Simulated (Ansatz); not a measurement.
# HfSiO4: single-point calculation (part 2 of 2)

The same run, continued: HfSiO4 (I4₁/amd, 48 atoms in the cell); DFT PBE, scalar-relativistic, plane waves, PAW, no spin polarisation (Ansatz 0.2.0); cutoff 420 eV, 2×2×1 k-mesh, Gaussian smearing of 0.05 eV. The structure derives from an entry of the Crystallography Open Database.

Output, continued
```
  k-point 0: bands = ["-50.2590", "-50.2578", "-50.2578", "-50.2547", "-50.2547", "-50.2516", "-50.2516", "-50.2504", "-19.1040", "-19.1040", "-19.0967", "-19.0967", "-19.0967", "-19.0967", "-19.0900", "-19.0900", "-19.0141", "-19.0141", "-19.0099", "-19.0049", "-19.0049", "-19.0009", "-19.0009", "-18.9972", "-18.9067", "-18.9067", "-18.9008", "-18.9008", "-18.9008", "-18.9008", "-18.8947", "-18.8947", "-9.1218", "-8.5445", "-8.5445", "-8.5157", "-8.5157", "-8.2667", "-8.2667", "-8.0821",
      "-7.7539", "-7.7539", "-7.2944", "-7.2944", "-7.2558", "-7.1641", "-7.1641", "-7.1368", "-6.7145", "-6.7145", "-6.7024", "-6.7024", "-6.7024", "-6.7024", "-6.6701", "-6.6701", "-6.6014", "-6.6014", "-6.5843", "-6.5843", "-6.5843", "-6.5843", "-6.5728", "-6.5728", "-0.1490", "-0.1490", "-0.1487", "-0.1445", "-0.1440", "-0.1440", "-0.1419", "-0.1419", "-0.1402", "-0.1402", "-0.1402", "-0.1402", "-0.1393", "-0.1393", "-0.1372", "-0.1372",
      "-0.1294", "-0.1294", "-0.1294", "-0.1294", "-0.1284", "-0.1284", "-0.1275", "-0.1275", "-0.1272", "-0.1272", "-0.1247", "-0.1247", "-0.1200", "-0.1193", "-0.1193", "-0.1192", "-0.1192", "-0.1183", "-0.1183", "-0.1183", "-0.1180", "-0.1172", "-0.1159", "-0.1159", "-0.1159", "-0.1159", "-0.1153", "-0.1153", "-0.1095", "-0.1095", "-0.1087", "-0.1087", "-0.1071", "-0.1071", "-0.1040", "-0.1040", "-0.1040", "-0.1040", "-0.1004", "-0.1004",
      "2.3944", "2.8331", "2.8331", "3.1844", "3.1844", "3.4662", "3.4662", "4.0117", "4.2823", "4.4440", "4.4440", "4.7491", "4.7491", "4.7518", "4.7518", "4.8674", "4.8674", "5.2841", "5.2841", "5.5396", "5.6956", "5.6956", "5.6956", "5.6956", "5.7761", "5.9807", "6.3764", "6.3764", "6.4449", "6.4449", "6.4449", "6.4449", "6.6580", "6.6580", "6.7882", "6.7882", "6.8046", "6.9921", "6.9921", "7.0540",
      "7.0540", "7.0992", "7.0992", "7.1764", "7.3880", "7.3880", "7.3880", "7.3880", "7.6114", "7.6114", "7.6406", "7.6406", "7.6667", "7.6667", "7.8056", "7.8056", "7.8977", "7.8977", "7.8977", "7.8977", "8.1364", "8.1364", "8.2852", "8.2852", "8.5109", "8.5109", "8.6132", "8.6132", "8.7321", "8.7321", "8.8752", "8.8752", "9.0022", "9.0022", "9.0767", "9.0767", "9.0767", "9.0767", "9.1058", "9.1058",
      "9.2241", "9.2241", "9.2799", "9.2799", "9.2969", "9.4035", "9.5227", "9.5227", "9.5400", "9.7918", "9.7918", "9.7918", "9.7918", "9.8445", "9.8445", "10.0859", "15.9266", "16.0027", "16.0027", "16.1974", "16.3397", "16.3802", "16.3802", "16.3882", "16.3882", "16.5282", "16.5282", "16.6077", "16.6077", "16.6077", "16.6077", "16.7750", "16.7750", "16.7857", "16.7857", "16.9048", "16.9048", "17.2508", "17.4262", "17.4262",
      "17.4527", "17.4944", "17.4944", "17.5276", "17.5276", "18.0453", "18.0453", "18.2078", "18.2078", "18.2078"]
  k-point 1: bands = ["-50.2569", "-50.2569", "-50.2569", "-50.2569", "-50.2525", "-50.2525", "-50.2525", "-50.2525", "-19.0970", "-19.0970", "-19.0965", "-19.0965", "-19.0683", "-19.0683", "-19.0603", "-19.0603", "-19.0569", "-19.0569", "-19.0553", "-19.0553", "-18.9501", "-18.9501", "-18.9474", "-18.9474", "-18.9440", "-18.9440", "-18.9410", "-18.9410", "-18.9010", "-18.9010", "-18.9007", "-18.9007", "-8.7826", "-8.7826", "-8.3029", "-8.3029", "-8.2922", "-8.2922", "-8.2274", "-8.2274",
      "-7.5989", "-7.5989", "-7.2341", "-7.2341", "-7.1426", "-7.1426", "-7.1134", "-7.1134", "-6.9393", "-6.9393", "-6.8945", "-6.8945", "-6.8413", "-6.8413", "-6.8019", "-6.8019", "-6.6699", "-6.6699", "-6.6587", "-6.6587", "-6.6219", "-6.6219", "-6.6180", "-6.6180", "-0.1571", "-0.1571", "-0.1515", "-0.1515", "-0.1480", "-0.1480", "-0.1436", "-0.1436", "-0.1411", "-0.1411", "-0.1398", "-0.1398", "-0.1379", "-0.1379", "-0.1373", "-0.1373",
      "-0.1356", "-0.1356", "-0.1354", "-0.1354", "-0.1300", "-0.1300", "-0.1293", "-0.1293", "-0.1278", "-0.1278", "-0.1277", "-0.1277", "-0.1270", "-0.1270", "-0.1225", "-0.1225", "-0.1219", "-0.1219", "-0.1204", "-0.1204", "-0.1181", "-0.1181", "-0.1177", "-0.1177", "-0.1100", "-0.1100", "-0.1097", "-0.1097", "-0.1090", "-0.1090", "-0.1087", "-0.1087", "-0.1086", "-0.1086", "-0.1055", "-0.1055", "-0.1040", "-0.1040", "-0.1033", "-0.1033",
      "3.0003", "3.0003", "3.1351", "3.1351", "3.9779", "3.9779", "4.1203", "4.1203", "4.7502", "4.7502", "4.8985", "4.8985", "4.9254", "4.9254", "5.0029", "5.0029", "5.1466", "5.1466", "5.3394", "5.3394", "5.6875", "5.6875", "5.7305", "5.7305", "5.7900", "5.7900", "5.9347", "5.9347", "5.9517", "5.9517", "6.3551", "6.3551", "6.6184", "6.6184", "6.6311", "6.6311", "6.7154", "6.7154", "6.8953", "6.8953",
      "6.9824", "6.9824", "7.2206", "7.2206", "7.2800", "7.2800", "7.3892", "7.3892", "7.5291", "7.5291", "7.5760", "7.5760", "7.6362", "7.6362", "7.7736", "7.7736", "7.8093", "7.8093", "8.0113", "8.0113", "8.0902", "8.0902", "8.3037", "8.3037", "8.4208", "8.4208", "8.4854", "8.4854", "8.6990", "8.6990", "8.7678", "8.7678", "8.9698", "8.9698", "8.9962", "8.9962", "9.0023", "9.0023", "9.0052", "9.0052",
      "9.1554", "9.1554", "9.2155", "9.2155", "9.2648", "9.2648", "9.3457", "9.3457", "9.5032", "9.5032", "9.5385", "9.5385", "9.8262", "9.8262", "9.9002", "9.9002", "15.8068", "15.8068", "15.8534", "15.8534", "15.8951", "15.8951", "15.9577", "15.9577", "16.2963", "16.2963", "16.6805", "16.6805", "16.7181", "16.7181", "16.8951", "16.8951", "16.9214", "16.9214", "17.0082", "17.0082", "17.2636", "17.2636", "17.4698", "17.4698",
      "17.5331", "17.5331", "17.6827", "17.6827", "17.9253", "17.9253", "18.1526", "18.1526", "18.2644", "18.2644"]
  k-point 2: bands = ["-50.2547", "-50.2547", "-50.2547", "-50.2547", "-50.2547", "-50.2547", "-50.2547", "-50.2547", "-19.0855", "-19.0855", "-19.0855", "-19.0855", "-19.0805", "-19.0805", "-19.0805", "-19.0805", "-19.0026", "-19.0026", "-19.0026", "-19.0026", "-19.0005", "-19.0005", "-19.0005", "-19.0005", "-18.9213", "-18.9213", "-18.9213", "-18.9213", "-18.9213", "-18.9213", "-18.9213", "-18.9213", "-8.4301", "-8.4301", "-8.4301", "-8.4301", "-8.1466", "-8.1466", "-8.1466", "-8.1466",
      "-7.4592", "-7.4592", "-7.4592", "-7.4592", "-7.0101", "-7.0101", "-7.0101", "-7.0101", "-6.9384", "-6.9384", "-6.9384", "-6.9384", "-6.8518", "-6.8518", "-6.8518", "-6.8518", "-6.8498", "-6.8498", "-6.8498", "-6.8498", "-6.8173", "-6.8173", "-6.8173", "-6.8173", "-0.1594", "-0.1594", "-0.1594", "-0.1594", "-0.1506", "-0.1506", "-0.1506", "-0.1506", "-0.1473", "-0.1473", "-0.1473", "-0.1473", "-0.1374", "-0.1374", "-0.1374", "-0.1374",
      "-0.1346", "-0.1346", "-0.1346", "-0.1346", "-0.1344", "-0.1344", "-0.1344", "-0.1344", "-0.1288", "-0.1288", "-0.1288", "-0.1288", "-0.1285", "-0.1285", "-0.1285", "-0.1285", "-0.1197", "-0.1197", "-0.1197", "-0.1197", "-0.1170", "-0.1170", "-0.1170", "-0.1170", "-0.1105", "-0.1105", "-0.1105", "-0.1105", "-0.1081", "-0.1081", "-0.1081", "-0.1081", "-0.1076", "-0.1076", "-0.1076", "-0.1076", "-0.1033", "-0.1033", "-0.1033", "-0.1033",
      "3.9792", "3.9792", "3.9792", "3.9792", "4.0956", "4.0956", "4.0956", "4.0956", "5.0677", "5.0677", "5.0677", "5.0677", "5.2031", "5.2031", "5.2031", "5.2031", "5.2286", "5.2286", "5.2286", "5.2286", "5.6510", "5.6510", "5.6510", "5.6510", "5.6808", "5.6808", "5.6808", "5.6808", "5.8696", "5.8696", "5.8696", "5.8696", "6.2344", "6.2344", "6.2344", "6.2344", "6.6862", "6.6862", "6.6862", "6.6862",
      "7.1373", "7.1373", "7.1373", "7.1373", "7.3226", "7.3226", "7.3226", "7.3226", "7.5162", "7.5162", "7.5162", "7.5162", "7.5509", "7.5509", "7.5509", "7.5509", "8.0455", "8.0455", "8.0455", "8.0455", "8.1126", "8.1126", "8.1126", "8.1126", "8.4328", "8.4328", "8.4328", "8.4328", "8.7433", "8.7433", "8.7433", "8.7433", "8.8687", "8.8687", "8.8687", "8.8687", "8.9682", "8.9682", "8.9682", "8.9682",
      "9.1142", "9.1142", "9.1142", "9.1142", "9.1759", "9.1759", "9.1759", "9.1759", "9.5004", "9.5004", "9.5004", "9.5004", "9.5900", "9.5900", "9.5900", "9.5900", "15.5511", "15.5511", "15.5511", "15.5511", "15.5512", "15.5512", "15.5512", "15.5512", "16.6660", "16.6660", "16.6660", "16.6660", "16.6814", "16.6814", "16.6814", "16.6814", "16.8887", "16.8887", "16.8887", "16.8887", "17.3514", "17.3514", "17.3514", "17.3514",
      "18.0557", "18.0557", "18.0557", "18.0557", "18.4007", "18.4007", "18.4007", "18.4007", "19.1802", "19.1802"]
```

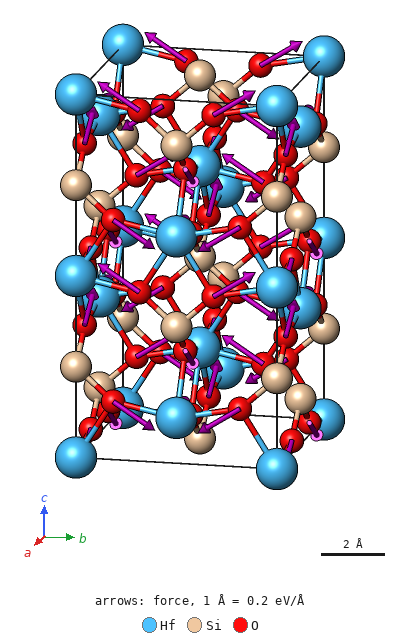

*Forces on the atoms as pink arrows (ball-and-stick view of the cell of the calculation, seen slightly off an axis).*

The largest act on all 32 O atoms (0.33 eV/Å). Atoms are counted from 1 in the order of the input and aren't labelled in the picture. The geometry is not a stationary point of this energy.

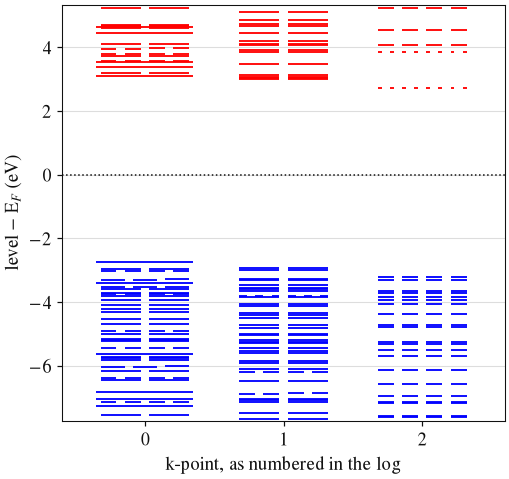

*Kohn–Sham levels near the Fermi level (dotted) at the few k-points that the log prints; levels within 0.02 eV of each other stand side by side.*

Among these points the highest filled and lowest empty levels are 5.47 eV apart, which is the gap on the mesh.

Key numbers

```csv
quantity,value
outcome,converged
space group (tolerance 0.01 Å),I4₁/amd (141)
electrons treated,432
free energy,−149086.5277 eV
Fermi energy,12.818 eV
gap on the k-point mesh,5.47 eV
largest force (length of the vector),0.328 eV/Å
wall time,8.2 s (CPU time 30 s)
peak memory,2 GiB
```

Remarks

Spin–orbit coupling is left out, which matters for Hf.
